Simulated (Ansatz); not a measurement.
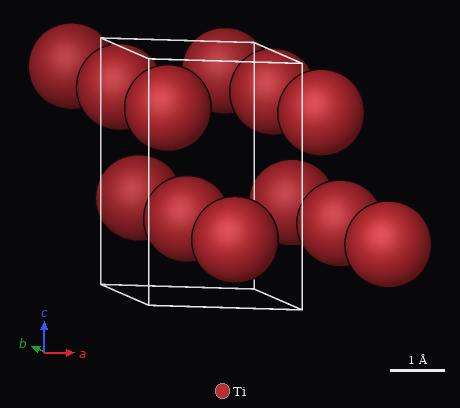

Solid Ti (built on the hcp type) (coarse preliminary run), before the relaxation. The picture is a spheres-only view of the cell of the calculation, repeated 2 × 3 × 1 with one cell outlined, seen slightly off an axis.

Computed with DFT PBE, scalar-relativistic, plane waves, PAW in Ansatz 0.2.0.

The input:
```yaml
crystal:
  lattice:
    - [2.95, 0.0, 0.0]
    - [-1.475, 2.5547749412, 0.0]
    - [0.0, 0.0, 4.6846]
  atoms:
    - { symbol: Ti, position: [0.3333333333, 0.6666666667, 0.75] }
    - { symbol: Ti, position: [0.6666666667, 0.3333333333, 0.25] }
basis:
  ecutwfc: 420
  ecutrho_ratio: 4
kpoints:
  mp_grid: { grid: [8, 8, 4] }
hamiltonian:
  xc: pbe
scf:
  occupations: { method: gaussian, width: 0.05 }
output:
  forces: true
  stress: true
  eigenvalues: true
relax:
  f_tol: 0.03
  max_steps: 60
  cell: { stress_tol: 0.3 }
```

> Where does the relaxation end?

After 2 accepted moves (4 points after the start) the energy has fallen by 2.1 meV per atom. All forces vanish by symmetry, so only the cell relaxes. Pressure: −1.83 GPa at the start and 0.09 GPa at the end. The line search rejected the trial step at point 1 of the run. The SCF was repeated once at an unchanged geometry on a basis and grid sized afresh for the cell, which shifted the energy by less than 0.05 meV per atom at most. The atoms keep their places relative to the cell (all moves are under 0.005 Å). The volume changes by −1.8 %, with a = b 2.950 → 2.941 Å (−0.3 %), c 4.685 → 4.628 Å (−1.2 %). Some distances before and after: Ti1–Ti2 2.896 → 2.870 Å, Ti1–Ti1 2.950 → 2.941 Å. The space group stays P6_3/mmc (No. 194).

The structure at the end:

```
CELL_PARAMETERS angstrom
2.94137 0.00000 0.00000
-1.47069 2.54730 0.00000
0.00000 0.00000 4.62816
ATOMIC_POSITIONS crystal
Ti 0.33333 0.66667 0.75000
Ti 0.66667 0.33333 0.25000
```

The end point in the same view:

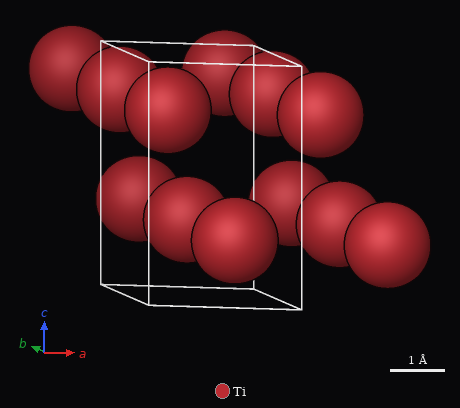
